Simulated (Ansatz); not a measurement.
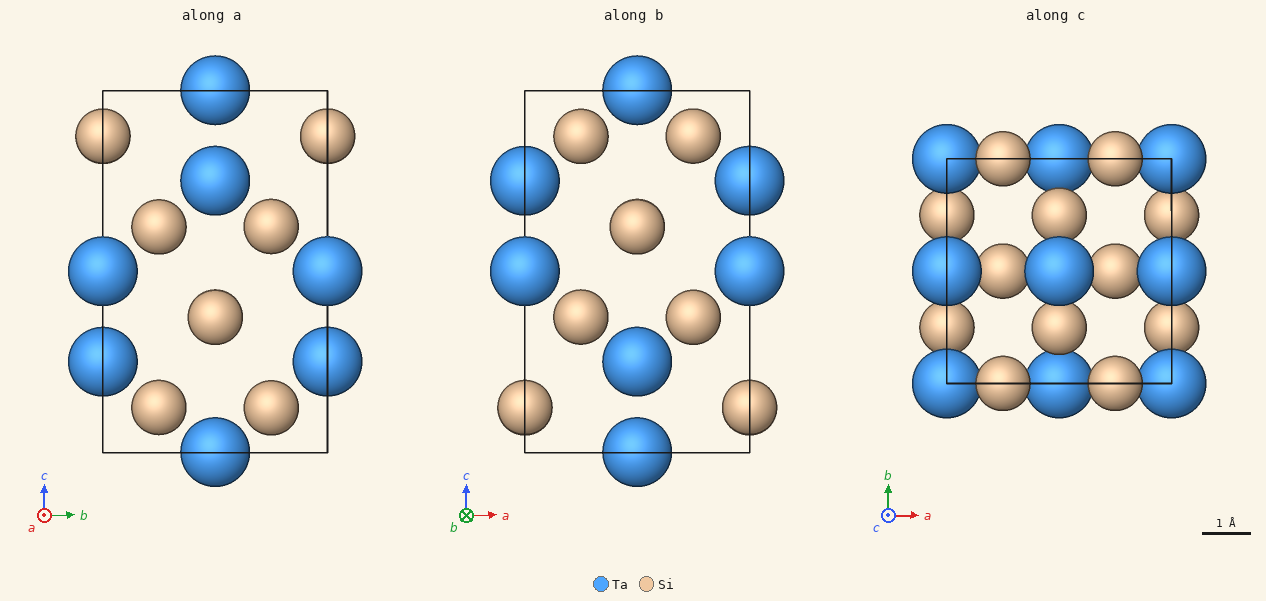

Structure drawing (spheres-only), viewed along the a axis, along the b axis and along the c axis. The wireframe shows the drawn cell (a repeat of the simulation cell).

Lattice parameters: a = 4.691 Å, b = 4.691 Å, c = 7.557 Å, α = 89.98°, β = 89.98°, γ = 90.01°. Put a along x and b in the xy plane.

Set out the cell and atoms as a POSCAR file, with free fractional coordinates to two decimals.

```
Ta Si
1.0
     4.691    0.000    0.000
    -0.001    4.691    0.000
     0.002    0.002    7.557
Ta Si
4 8
Direct
  0.50 0.00 0.25
  0.50 0.50 0.00
  0.00 0.00 0.50
  0.00 0.50 0.75
  0.75 0.50 0.37
  0.00 0.25 0.12
  0.00 0.75 0.12
  0.25 0.50 0.37
  0.25 0.00 0.87
  0.50 0.25 0.62
  0.75 0.00 0.87
  0.50 0.75 0.62
```

Starting structure: a structure type filled with these elements by a generator (whether the compound takes this form wasn't checked). The final geometry of a relaxation with DFT r2SCAN, scalar-relativistic, plane waves, PAW in Ansatz is shown.
